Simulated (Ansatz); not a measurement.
System: Ge (amorphous cell).

```
Ge
1.0
     6.77203    0.89562   -0.08785
     0.94315    5.76954    0.04045
    -0.10946    0.05006    5.62489
Ge
9
Direct
  0.44928 0.83374 0.43226
  0.50852 0.24021 0.48329
  0.94838 0.36022 0.05594
  0.34937 0.58387 0.75179
  0.06903 0.95048 0.28500
  0.98957 0.75835 0.88824
  0.56785 0.49044 0.13345
  0.87199 0.17325 0.63673
  0.87826 0.60778 0.47226
```

The calculation used Ansatz 0.2.0, DFT PBE, scalar-relativistic, plane waves, PAW.

**Predict the valence pseudo-density and electron localisation function between the atoms.**

Ge–Ge (2.54 Å): the density is about 0.45 e/Å³ at the midpoint; the ELF peaks at about 0.75 between the atoms.

**Does the calculation make it a metal, or give it a gap?**

It is gapless in this calculation (a metal or semimetal).

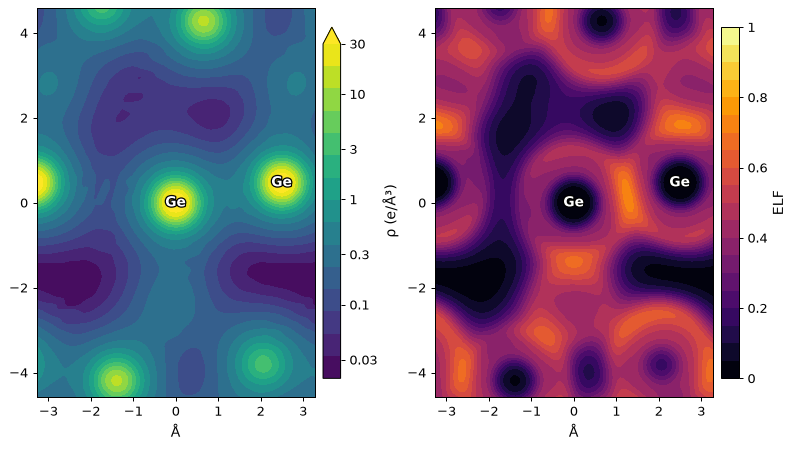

Computed valence pseudo-density and electron localisation function on the (101̄) plane of the calculation cell, in this order. Atoms just off the plane (Ge, 0.4 Å away) can leave unmarked features too.

Core electrons are frozen (PAW), and the valence fields are smoothed inside the atomic spheres.
